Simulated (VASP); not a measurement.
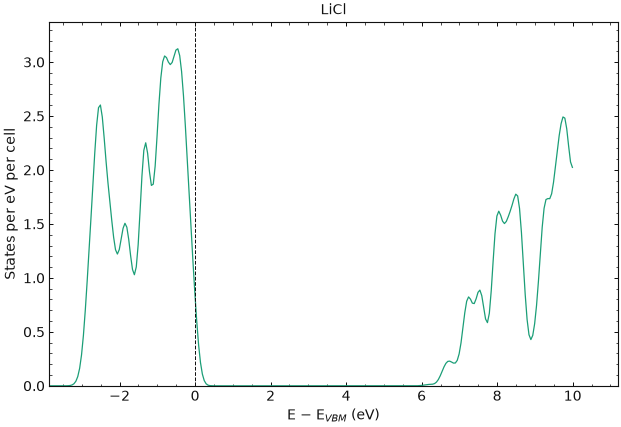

Density of states. Energies are counted from the top of the valence band. The curve is built from the levels of the k mesh with Gaussians 0.3 eV wide, which also blur the band edges.

This input was run:

INCAR:
```
ENCUT = 520.000000
SIGMA = 0.010000
EDIFF = 1.00e-07
GGA = PS
PREC = Accurate
IBRION = -1
ISIF = 2
ISMEAR = 0
NBANDS = 12
NELM = 120
NSW = 0
LASPH = .TRUE.
LCHARG = .TRUE.
LELF = .TRUE.
LWAVE = .FALSE.
LREAL = .FALSE.
```

KPOINTS:
```
KPOINTS created by Atomic Simulation Environment
0
Gamma
8 8 8
0 0 0
```

POSCAR:
```
Li Cl
 1.0000000000000000
    -0.0000000000000000    2.5560369973268311    2.5560369973268311
     2.5560369973268311   -0.0000000000000000    2.5560369973268311
     2.5560369973268311    2.5560369973268311   -0.0000000000000000
 Li  Cl
   1   1
Cartesian
  0.0000000000000000 -0.0000000000000000 -0.0000000000000000
  2.5560369973268307  2.5560369973268307  2.5560369973268307
```

Run as:
```bash
mpirun -np 1 vasp_std
```

System: LiCl, space group Fm-3m, 2 atoms in the cell, rocksalt type.

VASP; DFT, PBEsol, plane waves, PAW, 8×8×8 k mesh.

### Is there a gap at the Fermi level, and how wide?

There is a gap; over the k points computed it is 6.19 eV (direct among those points).

### How wide is the upper valence band?

The upper group of valence states starts about 3.0 eV under the valence-band top, with a gap beneath it; it holds about 6 electrons a cell.

### Where is the tallest peak of the filled states in the window?

Within the window shown, the tallest peak of the filled states lies 0.5 eV under the valence-band top, at about 3.1 states per eV and cell.
